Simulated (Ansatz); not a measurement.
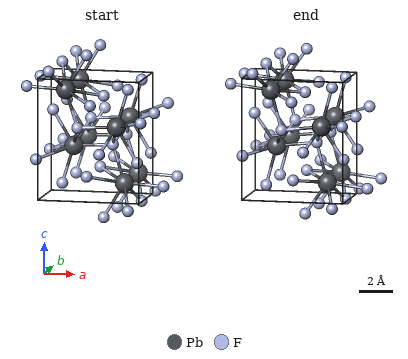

The structure of crystalline PbF$_{2}$ (set up in Pnma) before (left) and after (right) a relaxation, at one scale.

The picture is a ball-and-stick view of the cell of the calculation, repeated 1 × 2 × 1 with one cell outlined, seen slightly off an axis.

Computed with Ansatz 0.2.0, DFT, PBE, plane-wave PAW, default files, scalar-relativistic. Set-up: plane-wave cutoff 420 eV; k-point mesh 4 × 7 × 4; occupations fermi dirac; smearing width 0.01 eV; no spin polarisation; atoms relaxed in a fixed cell; force threshold 0.02 eV/Å; at most 60 steps.

Describe what moved and what it gained.

Answer. The largest moves, 0.27 Å, are those of F atoms. Largest moves by element: F 0.27 Å, Pb 0.08 Å. The cell stays as it was. Near-neighbour distances that change, for instance: F–Pb 2.842 → 2.639 Å, F–Pb 2.570 → 2.453 Å, F–Pb 2.492 → 2.584 Å, F–Pb 2.485 → 2.564 Å. Among the angles between lasting bonds that change: F–Pb–F 101.9° → 104.3°, Pb–F–Pb 101.9° → 104.3°. The space group stays Pnma (No. 62). Over 4 geometry steps the energy falls by 26.5 meV per atom. The largest force component goes from 0.43 to 0.0073 eV/Å. Cost: 2.9 min on 1 thread of Arm Neoverse V2, with other jobs on the host, peak memory 0.67 GiB.
